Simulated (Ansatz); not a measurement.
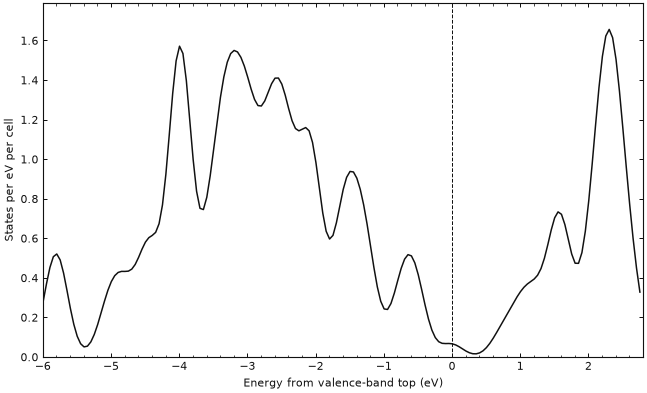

Density of states. Energies are counted from the top of the valence band. The curve is built from the levels of the k mesh with Gaussians 0.4 eV wide, which also blur the band edges.

The material is Ge, space group R-3m (No. 166), 2 atoms in the cell, diamond type, shear (111) strain +0.5%.

Ansatz; DFT, HSE06, plane waves, PAW, no spin polarisation, 6×6×6 k mesh, 420 eV cutoff.

> Metal or insulator, going by the density of states?

There is a gap; over the k points computed it is 0.71 eV (direct among those points).
